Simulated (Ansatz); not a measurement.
System: Al2Cu3, space group C2/c, 10 atoms in the cell.

```
Al Cu
1.0
     4.52894   -2.26482    0.00000
     4.52894    2.26482    0.00000
    -2.36955    0.00000    6.37240
Al Cu
4 6
Direct
  0.07849 0.72069 0.04548
  0.72069 0.07849 0.54548
  0.27931 0.92151 0.45452
  0.92151 0.27931 0.95452
  0.12770 0.47095 0.34935
  0.47095 0.12770 0.84935
  0.52906 0.87230 0.15065
  0.87230 0.52906 0.65065
  0.67215 0.32785 0.25000
  0.32785 0.67215 0.75000
```

Level of theory: DFT PBE, scalar-relativistic, plane waves, PAW, no spin polarisation, 10×10×6 k mesh, 420 eV cutoff; code Ansatz 0.2.0.

What will the band structure and density of states look like? The path is Γ–C|C2–Y2–Γ–M2–D|D2–A–Γ|L2–Γ–V2.

A metal: 3 bands cross the Fermi level along this path. Bands cross the Fermi level on every line of the path. The density of states at the Fermi level is about 2.6 per eV and cell (mean within 0.25 eV), or 0.26 per atom. By projected weight, the states within 0.3 eV of the Fermi level are Al 3p (55 %) and Cu 3d (25 %).

The structure is an invented one, so it need not be a known or stable phase.

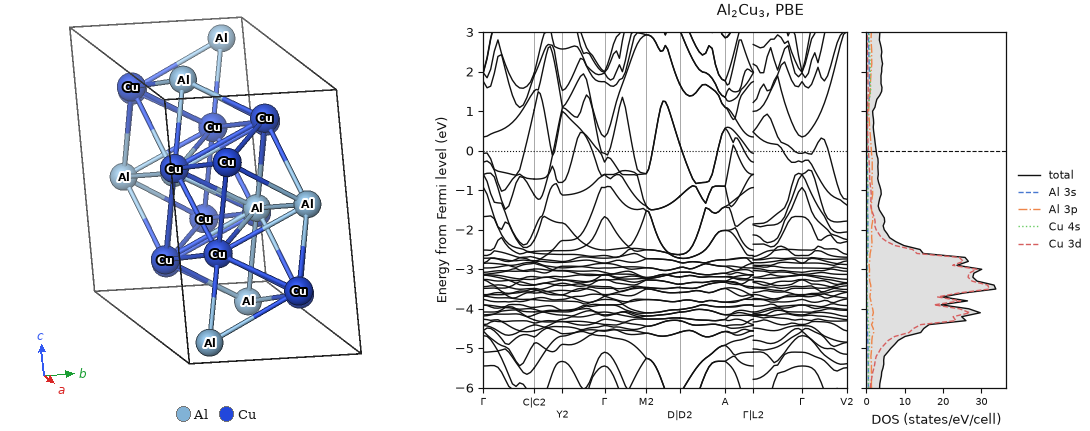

Band structure and density of states, beside the structure. Energies are counted from the Fermi level. The partial curves are projected on Löwdin-orthogonalised atomic shells.
